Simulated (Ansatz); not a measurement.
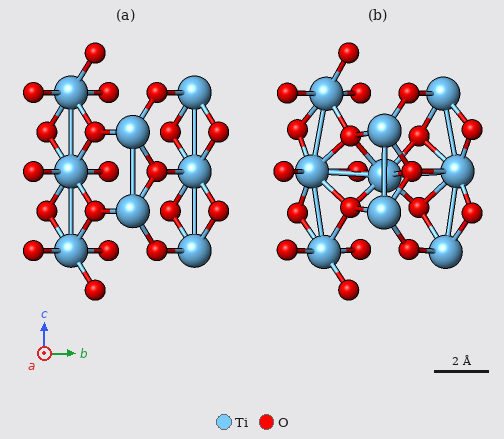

Left: perfect TiO₂. Right: the same region with one point defect, after relaxing the atoms in a supercell of 72 sites. Style: ball-and-stick. Shown: the atoms within 4.6 Å of one point, in a slice 4.2 Å thick across the line of sight, along the a axis.

Computed with Ansatz 0.2.0, DFT, PBEsol, PAW, plane waves. Set-up: plane-wave cutoff 420 eV; k-point mesh 1 × 1 × 1; mesh shifted by (0.25, 0.25, 0.25); no spin polarisation. Fermi-Dirac smearing of 0.01 eV. A uniform background neutralises the charged cell. The axes drawn are those of the host's conventional cell.

### Which defect is it?

An extra titanium atom is put between the host's atoms (an interstitial).

The charge state of the cell is +4.

### How does the lattice respond?

The Ti atom starts with 1 O at 1.29 Å around its place and ends with 6 O at 1.85 to 2.09 Å. Of the host's atoms, a titanium atom moves furthest from its site, by 0.42 Å. The Ti atom itself moves 1.67 Å from where it was put.

Limits of the set-up: the cell is charged, on a uniform background, and energies carry no finite-size correction.
